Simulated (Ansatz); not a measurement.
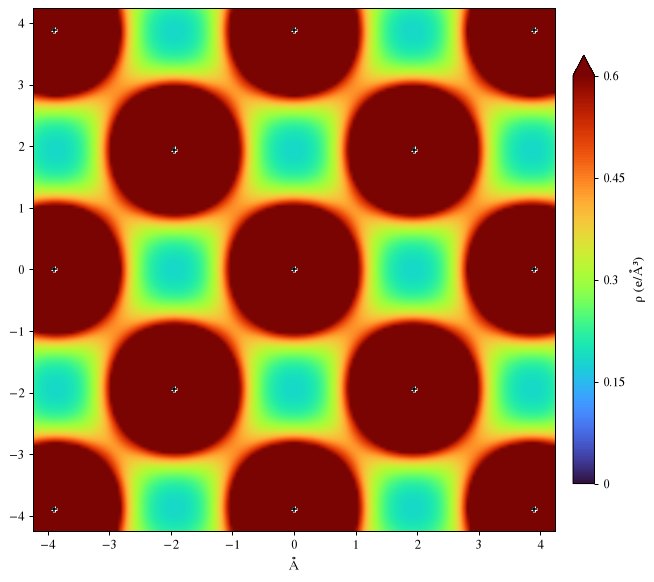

The valence charge density (pseudo) on a plane through atoms (crosses mark nuclei in the plane).

Computed with DFT, PBE, PAW with Ansatz's default frozen-core files, scalar-relativistic in Ansatz 0.2.0.

Candidates:
A. InAs, a = 6.05 Å, b = 6.05 Å, c = 6.05 Å, α = 90.00°, β = 90.00°, γ = 90.00°. Space group F-43m; computed pressure about 4 GPa in this cell.
B. Sc, a = 6.46 Å, b = 6.46 Å, c = 6.46 Å, α = 90.00°, β = 90.00°, γ = 90.00°. Space group Fd-3m; a generated structure, not necessarily the stable one.
C. Os, a = 3.89 Å, b = 3.89 Å, c = 3.89 Å, α = 90.00°, β = 90.00°, γ = 90.00°. Space group Fm-3m; computed pressure about −9 GPa in this cell; computed without spin polarisation.

Question: Which system is this?

Answer: Candidate C: Os on the (010) plane of the conventional cell, which holds Os. Os–Os (2.75 Å): the density is about 0.43 e/Å³ at the midpoint.
